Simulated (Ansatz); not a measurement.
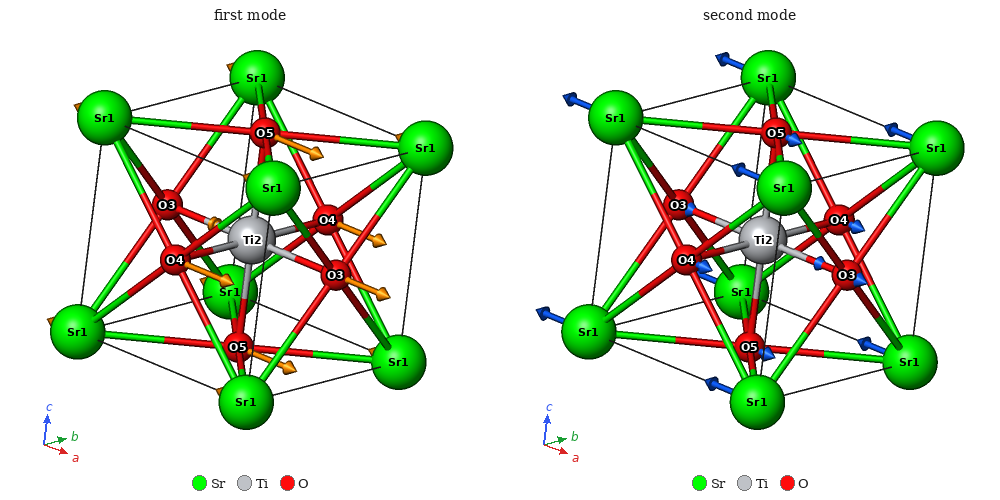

Two computed energy maps of cells of SrTiO₃. The picture above is the structure of the first map; its two panels give the patterns of the first and the second mode as arrows.

Map 1

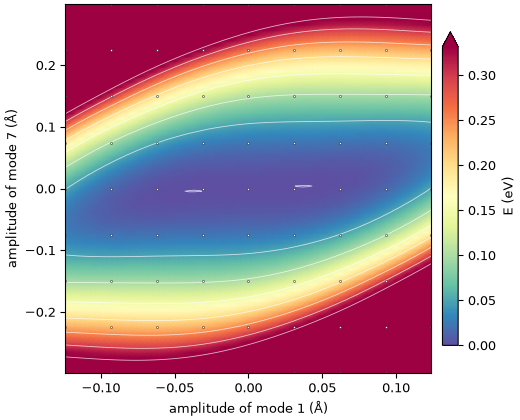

SrTiO3 (Pm-3m, No. 221; 5 atoms in the cell). The energy is mapped over two normal modes frozen in (zone-centre modes of the 5-atom cell of this scan). The first coordinate is: amplitude of mode 1 (77i cm⁻¹), largest displacement; the second: amplitude of mode 7 (156 cm⁻¹), largest displacement. Nothing is relaxed (the cell and all other modes fixed). The scan uses a 9 × 9 grid; 41 points were computed and 40 follow by symmetry. Points are written as (first, second). All energies are given in eV per cell relative to the lowest grid point. The calculation used DFT PBEsol, scalar-relativistic, plane waves, PAW in Ansatz 0.2.0. Settings: cutoff 520 eV, k-mesh 8×8×8, gaussian smearing 0.05 eV, no spin polarisation.

In the figure: a smooth colour map with a few white contour lines, dots at the grid points, one colour for all values above the top of the scale. Between grid points the surface is interpolated.

Map 2

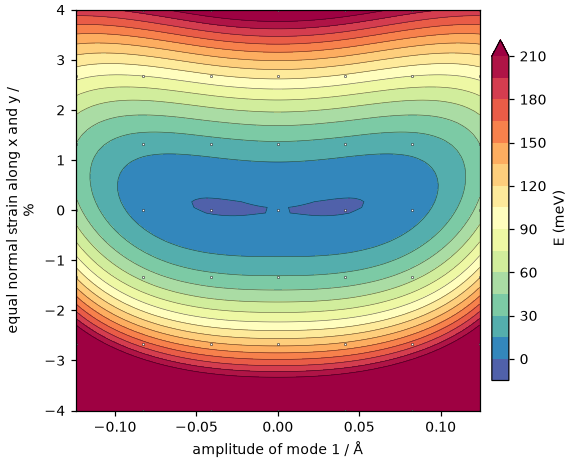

SrTiO3 (Pm-3m, No. 221; 5 atoms in the cell). 
- The energy is mapped over a normal mode and a strain (zone-centre modes of the 5-atom cell of this scan) (x, y and z along the cube axes).
- First axis: amplitude of mode 1 (77i cm⁻¹), largest displacement in the unstrained cell. Second axis: equal normal strain along x and y.
- Nothing is relaxed (the pattern is fixed in fractional coordinates).
- The grid has 7 × 7 points; 28 points were computed and 21 follow by symmetry.
- Points are written as (first, second).
- Energies are in meV per cell, from the relaxed high-symmetry cell.
- Level of theory: Ansatz, DFT PBEsol, scalar-relativistic, plane waves, PAW. Settings: cutoff 520 eV, k-mesh 8×8×8, gaussian smearing 0.05 eV, no spin polarisation.

Drawn: filled contours, dots at the grid points, one colour for all values above the top of the scale. Between grid points the surface is interpolated.

What does each map show?

Answer. Map 1: The lowest grid point is at (−0.031 Å, 0.000 Å); the map holds 2 wells of about this depth. It is the only kind of minimum in the scanned range. The highest grid point, (−0.124 Å, 0.299 Å), lies 1.70 eV above the lowest. On the interpolated surface the easiest way out of the lowest well to a well of about the same depth near (0.031 Å, 0.000 Å) passes a barrier of about 0.00045 eV, counted from the interpolated bottom of the well. The gap on the k-mesh is 1.9 eV at the lowest point and runs from 1.7 to 2.0 eV over the map.
Map 2: The lowest grid point is at (−0.041 Å, 0.00 %), −0.34 meV from the relaxed high-symmetry cell; the map holds 2 wells of about this depth. It is the only kind of minimum in the scanned range. The highest grid point, (−0.124 Å, −4.00 %), lies 477 meV above the lowest. On the interpolated surface the easiest way out of the lowest well to a well of about the same depth near (0.041 Å, 0.00 %) passes a barrier of about 0.5 meV, counted from the interpolated bottom of the well. The gap on the k-mesh is 1.9 eV at the lowest point and runs from 1.7 to 2.1 eV over the map.

Maps 1, 2 start from a relaxed reference structure. Do they show a way to lower its energy?

Answer. No. In each of them the reference is the lowest point, within the accuracy of the grid, so it is stable against the distortions scanned (other distortions weren't tried).

PAW datasets: the set soft_1.
